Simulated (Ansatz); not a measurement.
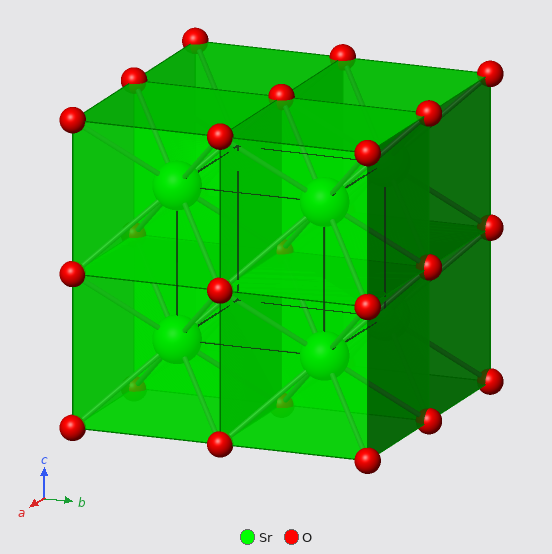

Crystal structure, polyhedral style, seen slightly off an axis. The box is the conventional unit cell; atoms on or close to its faces, edges and corners are drawn wherever they repeat. A few atoms beyond the faces are included.

SrO, caesium chloride (CsCl, B2) type, space group Pm-3m (No. 221), a = 3.037 Å, b = 3.037 Å, c = 3.037 Å, α = 90.00°, β = 90.00°, γ = 90.00°. The structure was taken from a structure type filled with these elements by a generator (whether the compound takes this form wasn't checked). The cell was then strained or its atoms displaced on purpose. It was run through Ansatz as a DFT input.

This one geometry was computed with Ansatz (DFT, plane waves, PAW) at three levels of theory: r2SCAN, HSE06 and PBE. It was relaxed with r2SCAN and then strained.

Q: Which level gives the highest pressure at this volume, and what does that say about its equilibrium volume?

A: Highest: PBE (10.3 GPa), which points to the largest equilibrium volume. Lowest, with the smallest volume: HSE06 (7.0 GPa). Levels within 0.5 GPa of each other can't be told apart.

Q: How does the band gap change with the level of theory?

A: PBE: a gap of 2.80 eV, direct; r2SCAN: a gap of 3.31 eV, direct; HSE06: a gap of 4.34 eV, direct.

Q: Collect the results in a table.

A:
| level | cutoff (eV) | k-mesh of the run's cell | gap (eV) | pressure (GPa) |
| --- | --- | --- | --- | --- |
| r2SCAN | 500 | 8×8×8 | 3.31 | 7.6 |
| HSE06 | 420 | 6×6×6 | 4.34 | 7.0 |
| PBE | 420 | 8×8×8 | 2.80 | 10.3 |

Gaps are taken on the k-mesh or band path of each run.
